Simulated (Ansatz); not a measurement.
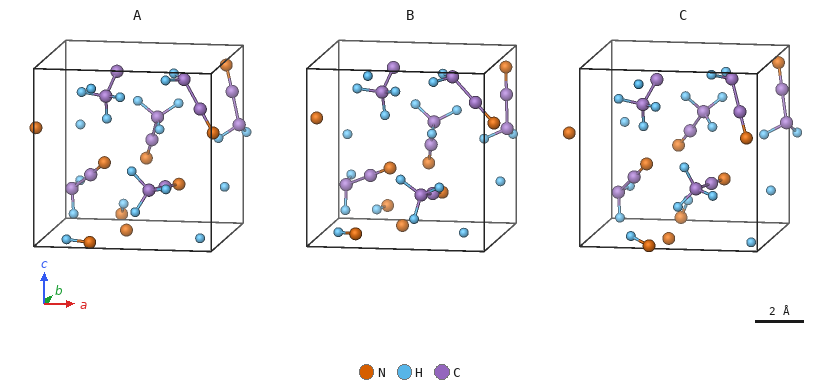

3 geometries from one relaxation of an amorphous cell of composition H₂₁C₁₂N₇, in shuffled order. The picture is a ball-and-stick view of the cell of the calculation, seen slightly off an axis.

The cell holds 1 NH3 + 6 CH3CN. The run prepares the start of a later molecular dynamics calculation, from a guessed geometry.

These are results of Ansatz 0.2.0, DFT r2SCAN-D3(BJ), scalar-relativistic, plane waves, PAW, not measurements. Settings: plane-wave cutoff 500 eV; k-point mesh 1 × 1 × 1; occupations fermi dirac; smearing width 0.05 eV; no spin polarisation; atoms relaxed in a fixed cell; force threshold 0.3 eV/Å; at most 15 steps.

> Put them in the order of the run, from the start to the converged end.

B, A, C. They are steps 0, 6, 13, at +97.6 meV per atom, +17.9 meV per atom relative to the last. An H atom moves most: 1.68 Å roughly along [3 0 1]. Largest moves by element: H 1.68 Å, N 1.29 Å, C 0.93 Å. The cell doesn't change. Among the contacts that change: C–C 1.461 → 1.433 Å, C–N 1.178 → 1.153 Å. Among the angles between lasting bonds that change: H–C–H 108.8° → 111.8°, C–C–N 180.0° → 177.3°, H–N–H 106.3° → 104.1°. After 12 accepted moves (13 points after the start) the energy has fallen by 97.6 meV per atom. Largest force component: 4 eV/Å at the start, 0.26 eV/Å at the end. 1 step only repeated the SCF at the same geometry.

Limits of the set-up: the program's low-accuracy preset was used; the periodic images lie only 7.7 Å apart, so the values are limited by the cell's size.
